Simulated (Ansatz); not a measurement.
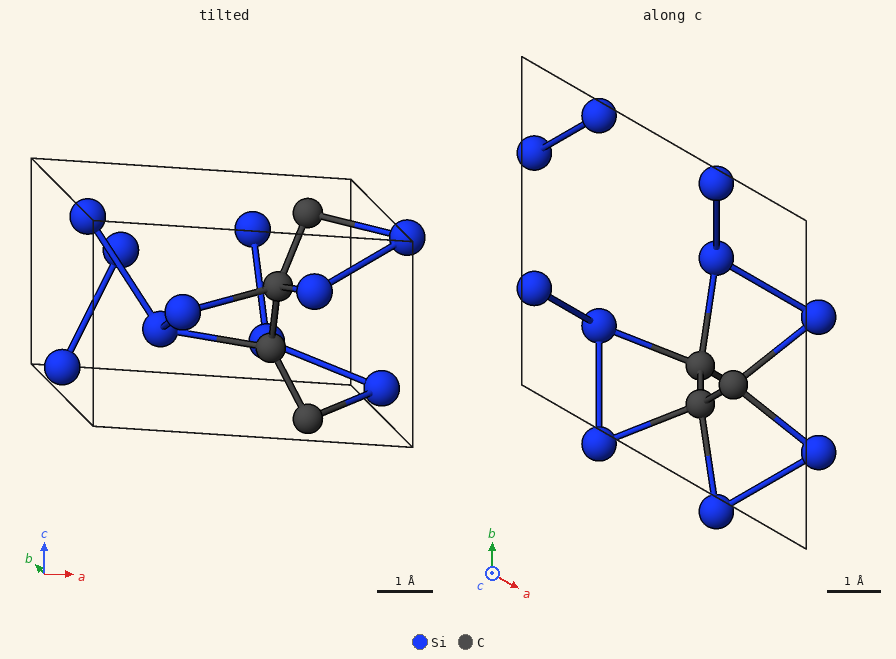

This ball-and-stick model is shown slightly off an axis and along the c axis. The conventional unit cell is outlined; an atom on or near a face, edge or corner is repeated at each equivalent position. Cell: a = 6.22 Å, b = 6.22 Å, c = 3.84 Å, α = 90.00°, β = 90.00°, γ = 120.00°.

The initial geometry was a structure type filled with these elements by a generator (whether the compound takes this form wasn't checked). Earlier steps of the study may have refined or changed the cell and positions. An electronic-structure calculation with Ansatz was run on it.

Question: State composition, symmetry and coordination.

Answer: This is Si2C. It belongs to space group P3_112 (No. 151) and has a primitive hexagonal lattice. The cell comprises 3 formula units: 6 Si, 3 C. Numbers of contacts at bonding distance: Si 4 and C 4.

The calculation used Ansatz 0.2.0, DFT PBE, scalar-relativistic, plane waves, PAW, with plane waves up to 420 eV, k-point mesh 6×6×10, Gaussian smearing of 0.1 eV, no spin polarisation.

Question: Metal or not?

Answer: A metal: bands cross the Fermi level.

Question: What does a Bader analysis give?

Answer: Si +0.44 e; C -0.88 e.

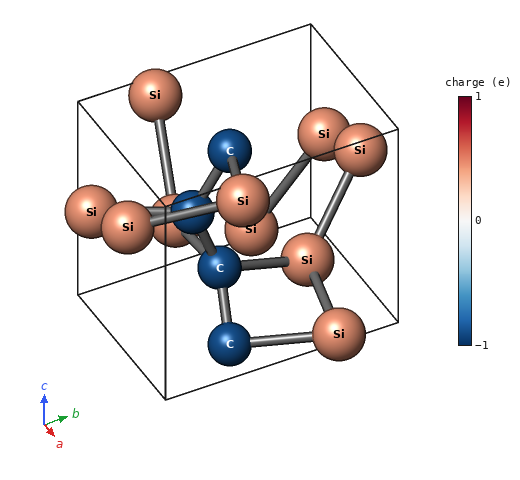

The atoms coloured by those charges. The run's cell of 9 atoms is drawn.

Question: Is this an equilibrium geometry for the method given?

Answer: Yes. All forces vanish to within 0.01 eV/Å. The pressure is 0.0 GPa, close to zero.
